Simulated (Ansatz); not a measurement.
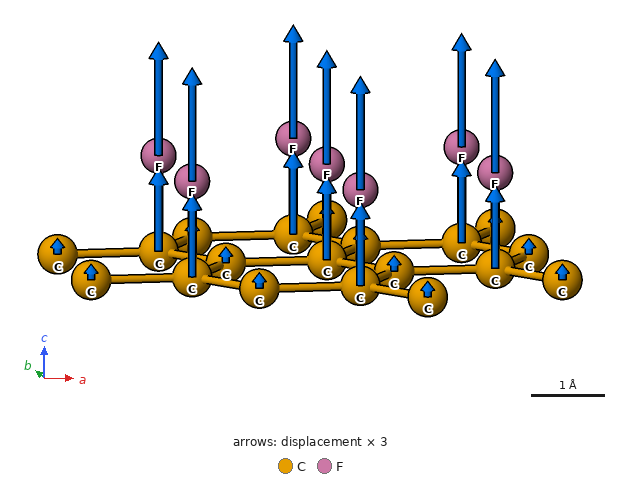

This is a constrained relaxation of a slab of composition C$_{8}$F (cut from the P6_3/mmc phase). The starting structure is drawn; blue arrows show the displacements, magnified 3 times.

The picture is a ball-and-stick view of the atoms within 4.2 Å of the atom that moves most (axes of the 3 × 3 repeat of the cell, outlined in the plane, without the vacuum), seen slightly off an axis.

Case: F put at a top C site. The slab is the (0 0 1) face of C with F on it. 4 atoms are held fixed.

Theory: DFT PBE+D3(BJ), scalar-relativistic, plane waves, PAW (Ansatz).

The input:
```yaml
crystal:
  lattice:
    - [2.464979667, 0.0, 0.0]
    - [-1.2324898335, 2.1347350114, 0.0]
    - [0.0, 0.0, 29.1076495408]
  atoms:
    - { symbol: C, position: [0.0, 0.0, 0.2920194646] }
    - { symbol: C, position: [0.6666666667, 0.3333333333, 0.2920194566] }
    - { symbol: C, position: [0.0, 0.0, 0.4077696707] }
    - { symbol: C, position: [0.3333333333, 0.6666666667, 0.4077696627] }
    - { symbol: C, position: [0.0, 0.0, 0.5235198769] }
    - { symbol: C, position: [0.6666666667, 0.3333333333, 0.5235198689] }
    - { symbol: C, position: [0.0, 0.0, 0.6392700831] }
    - { symbol: C, position: [0.3333333333, 0.6666666667, 0.6392700751] }
    - { symbol: F, position: [0.0, 0.0, 0.6853060915] }
basis:
  ecutwfc: 420
kpoints:
  mp_grid: { grid: [12, 12, 1] }
hamiltonian:
  xc: pbe
  dispersion: d3bj
scf:
  occupations: { method: gaussian, width: 0.1 }
output:
  forces: true
  eigenvalues: true
  write_density: true
  write_potential: true
  elf: true
  volumetric_format: npy
relax:
  adjacent_minimum: "off"
  f_tol: 0.03
  max_steps: 70
  constraints: [{ sites: [0, 1, 2, 3] }]
efield:
  axis: 3
  dipole_correction: true
  ramp_width: 0.04
```

Run as
```bash
ansatz run input.yaml --threads 2 --pin off --max-ram 5120MiB --backend cpu --events-out ev --progress --plain --runs-dir out
```

**Which element moves most?**

Fluorine: up to 0.53 Å, against 0.40 Å for carbon.

**Describe the change and its energy.**

F9 moves most: 0.53 Å along the normal (+c). Largest moves by element: F 0.53 Å, C 0.40 Å. The lattice vectors keep their values. Some distances before and after: C7–F9 1.340 → 1.479 Å, C7–C8 1.423 → 1.458 Å. Bond angles that change, for instance: C8–C7–F9 90.0° → 102.6°, C8–C7–C8 120.0° → 115.4°. Over 6 geometry steps the energy falls by 2.045 eV per cell of the calculation. The largest force component goes from 11 to 0.006 eV/Å.

Limits of the set-up: the cell has an odd number of electrons but was run without spin polarisation; the periodic images lie only 2.5 Å apart, so the values are limited by the cell's size.
